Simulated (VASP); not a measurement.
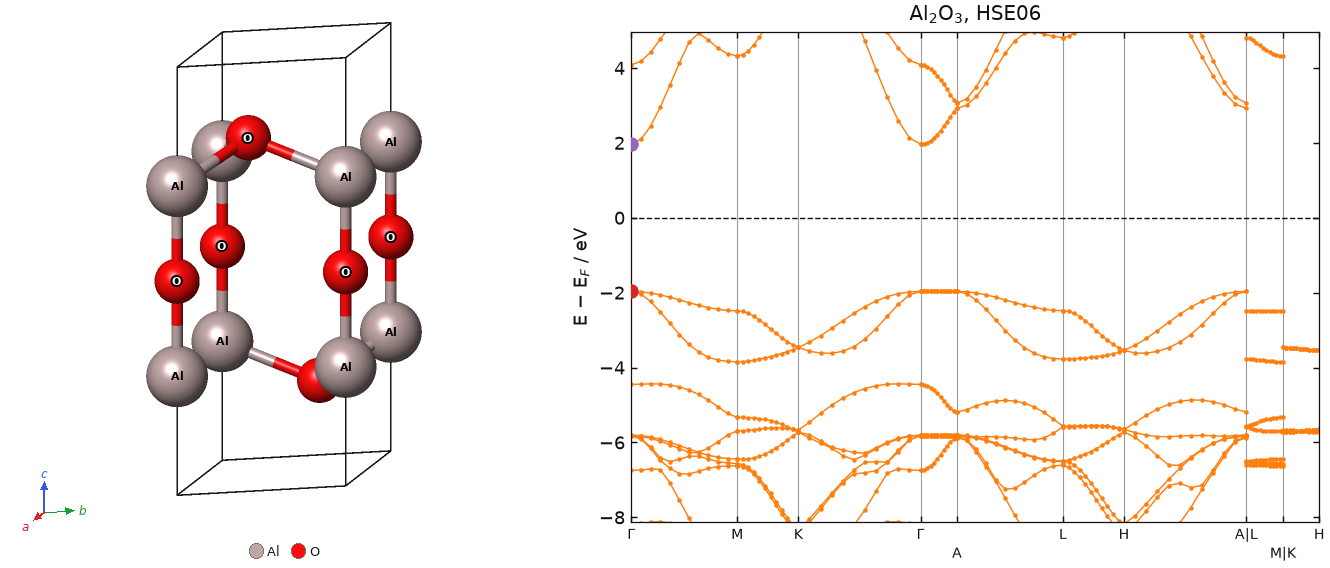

Write a caption that states what the plot shows.

Band structure of Al2O3, space group P-3m1, 5 atoms in the cell (a = 3.017 Å, c = 7.575 Å (hexagonal axes)), beside the structure. Method: HSE06, VASP PAW PBE potentials, release 64 (Al, O), no spin polarisation, no spin-orbit coupling, 6×6×2 k mesh, 520 eV cutoff, Gaussian smearing of 0.02 eV (VASP). Energies are counted from the Fermi level, put mid-gap where there is a gap.

The material is gapped. The gap along this path is 3.93 eV and direct: both edges lie at Γ. Two bands meet at the valence-band top at Γ: it is doubly degenerate (spin aside). The direct gaps are 6.81 eV at M, 7.29 eV at L and 4.89 eV at A.

The PAW data sets were made with another functional. The k mesh is thin for exact exchange. The cell is at −6 GPa in this functional. The usual form of Al2O3 is corundum.
